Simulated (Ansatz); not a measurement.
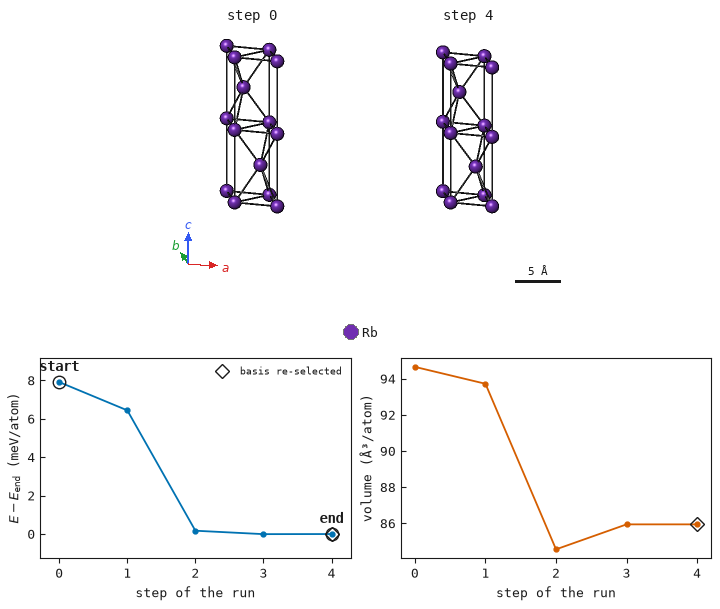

First and last geometry of a relaxation of crystalline Rb (set up in P6_3/mmc), with the history of the run. Style: ball-and-stick. Shown: the cell of the calculation, slightly off an axis.

These are results of DFT PBE+D3(BJ), scalar-relativistic, plane waves, PAW (Ansatz 0.2.0), not measurements. Settings: plane-wave cutoff 420 eV; k-point mesh 12 × 12 × 4; occupations gaussian; smearing width 0.1 eV; no spin polarisation; cell and atoms relaxed; force threshold 0.005 eV/Å; at most 80 steps.

> What do the curves and the structures tell?

It converged. The atoms keep their places relative to the cell (all moves are under 0.005 Å). The drawn cell changes as follows: a = b 5.089 → 4.956 Å (−2.6 %), c 16.884 → 16.161 Å (−4.3 %); the volume changes by −9.2 %. Some distances before and after: Rb–Rb 5.143 → 4.951 Å, Rb–Rb 5.089 → 4.956 Å. The space group stays P6_3/mmc (No. 194). Over 3 accepted moves (4 points after the start) the energy falls by 7.9 meV per atom. All forces vanish by symmetry, so only the cell relaxes. The pressure goes from −0.25 to 0.00 GPa. At 1 point the geometry stayed and the basis and grid were re-selected for the new cell (energy shift of less than 0.05 meV per atom at most each time). Cost: 100 s on 1 thread of Arm Neoverse V2, with other jobs on the host, peak memory 0.71 GiB.

| step | E − E(0), meV/atom | pressure, GPa | volume, Å³/atom | note |
| --- | --- | --- | --- | --- |
| 0 | 0.00 | -0.25 | 94.660 |  |
| 1 | -1.47 | -0.23 | 93.725 |  |
| 2 | -7.74 | 0.05 | 84.565 |  |
| 3 | -7.92 | 0.00 | 85.947 |  |
| 4 | -7.92 | 0.00 | 85.947 | same geometry, new basis |
